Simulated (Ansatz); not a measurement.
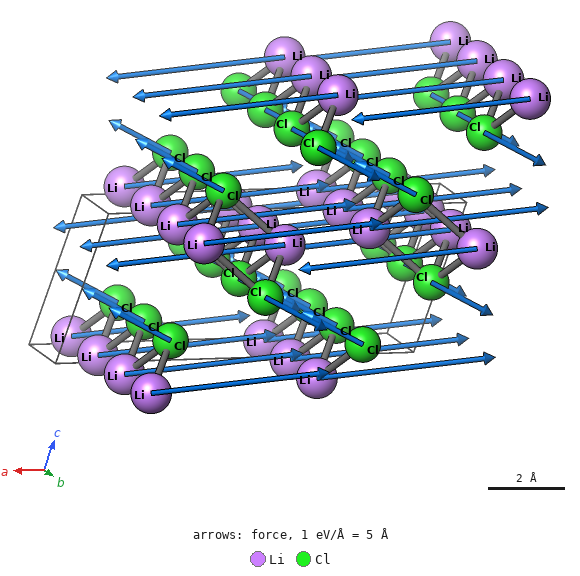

Starting geometry of a crystal of LiCl (built on the InSe-12 type type) with the computed forces as blue arrows. Style: ball-and-stick. Shown: the conventional cell (2 times the calculation's cell), repeated 1 × 3 × 2 with one cell outlined, from a free direction. Lengths and directions refer to the drawn axes.

Computed with Ansatz, DFT, PBEsol, plane waves, PAW. (plane-wave cutoff 420 eV; k-point mesh 6 × 6 × 6; occupations fermi dirac; smearing width 0.03 eV; no spin polarisation; cell and atoms relaxed; force threshold 0.01 eV/Å; at most 120 steps)

Question: Is this structure relaxed? If not, where do the atoms go?

Answer: It isn't relaxed: the largest force vector, on Li atoms, is 0.97 eV/Å. The final displacements follow the starting forces only in part (cosine between the two patterns 0.68). After 21 accepted moves (25 points after the start) the energy has fallen by 495 meV per atom. The largest force component goes from 0.97 to 0.00078 eV/Å. The pressure goes from 8.37 to 0.01 GPa. The line search rejected the trial steps at points 9, 11 of the run. The SCF was repeated twice at an unchanged geometry on a basis and grid sized afresh for the cell, which shifted the energy by 11.7 meV per atom at most. The largest moves relative to the cell, 0.66 Å, are those of Li atoms. By element the largest moves are Li 0.66 Å, Cl 0.41 Å. The volume changes by +16.3 %, with a 9.691 → 14.421 Å (+48.8 %), b 3.418 → 3.467 Å (+1.5 %), c 4.219 → 3.491 Å (−17.3 %), β 109.9° → 118.9°. Near-neighbour distances that change, for instance: Li–Li 2.331 → 4.479 Å, Cl–Li 3.360 → 2.474 Å, Cl–Li 2.230 → 2.473 Å, Cl–Li 2.238 → 2.444 Å. New bonds form: Cl–Li (3.36 → 2.47 Å). Among the angles between lasting bonds that change: Cl–Li–Cl 100.0° → 89.0°, Li–Cl–Li 100.0° → 89.0°, Li–Cl–Li 87.4° → 84.0°. The space group (tolerance 0.01 Å) goes from C2/m (No. 12) to Cmcm (No. 63). Cost: 28 s on 2 threads of AMD EPYC 7R13 Processor (Zen 3), on a shared host, peak memory 0.62 GiB.
